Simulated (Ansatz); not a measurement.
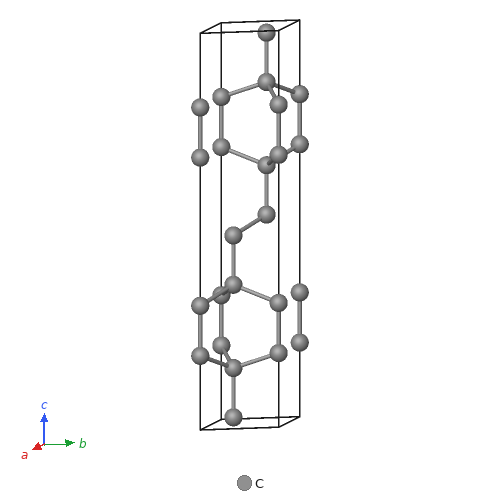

Two computed energy maps of cells of C. The picture above is the structure of the first map.

Map 1

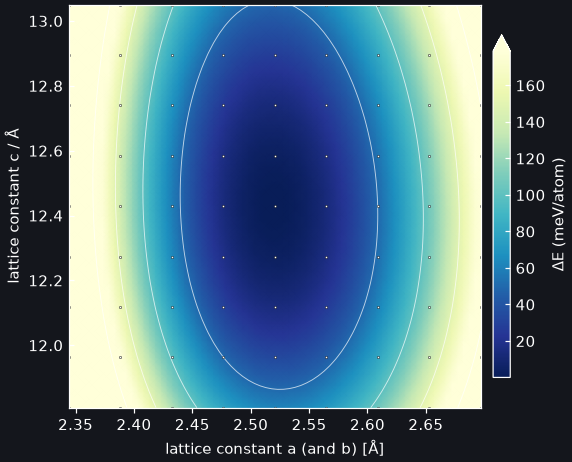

C (P6_3/mmc, No. 194; 12 atoms in the cell). The energy is mapped over the lattice constants a and c of the conventional cell. Coordinates scanned: (1) lattice constant a (and b); (2) lattice constant c. Nothing is relaxed (fractional coordinates fixed). Grid: 9 × 9 points. Points are written as (first, second). Energies: meV/atom, counted from the lowest grid point. Level of theory: DFT PBE, scalar-relativistic, plane waves, PAW (Ansatz). Settings: cutoff 520 eV, k-mesh 12×12×2 in the order of the run's cell vectors, gaussian smearing 0.05 eV, no spin polarisation.

The picture shows a smooth colour map with a few white contour lines, dots at the grid points, one colour for all values above the top of the scale. Between grid points the surface is interpolated.

Map 2

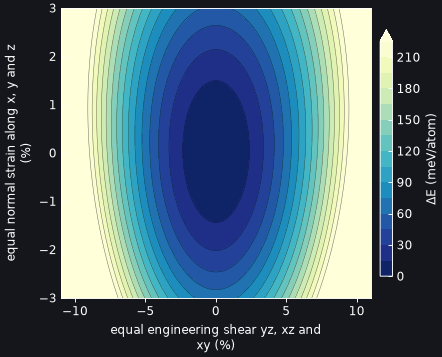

C (P6_3/mmc, No. 194; 12 atoms in the cell). 
- The energy is mapped over two homogeneous strains (x along [1 0 0], y along [1 2 0], z along [0 0 1] of the conventional cell).
- Coordinates scanned: (1) equal engineering shear yz, xz and xy; (2) equal normal strain along x, y and z.
- Nothing is relaxed (fractional coordinates fixed).
- The scan uses a 7 × 7 grid.
- Points are written as (first, second).
- All energies are given in meV/atom relative to the lowest grid point.
- Level of theory: DFT PBE, scalar-relativistic, plane waves, PAW (Ansatz 0.2.0). Settings: cutoff 520 eV, k-mesh 12×12×2 in the order of the run's cell vectors, gaussian smearing 0.05 eV, no spin polarisation.

Drawn: filled contours, one colour for all values above the top of the scale. Between grid points the surface is interpolated.

What does each map show?

Answer. Map 1: The lowest grid point is at (2.521 Å, 12.429 Å). No other kind of well shows on this grid. The highest grid point, (2.344 Å, 11.808 Å), lies 340 meV/atom above the lowest. Round the minimum the two coordinates are nearly uncoupled. The gap on the k-mesh is 4.4 eV at the lowest point and runs from 2.3 to 5.1 eV over the map.
Map 2: The lowest grid point is at (0.0 %, 0 %). It is the only kind of minimum in the scanned range. The highest grid point, (−11.0 %, −3 %), lies 472 meV/atom above the lowest. Round the minimum the two coordinates are nearly uncoupled. The gap on the k-mesh is 4.4 eV at the lowest point and runs from 1.2 to 4.7 eV over the map.

Maps 1, 2 start from a relaxed reference structure. Do they show a way to lower its energy?

Answer. No. In each of them the reference is the lowest point, within the accuracy of the grid, so it is stable against the distortions scanned (other distortions weren't tried).

PAW datasets: the set soft_1.
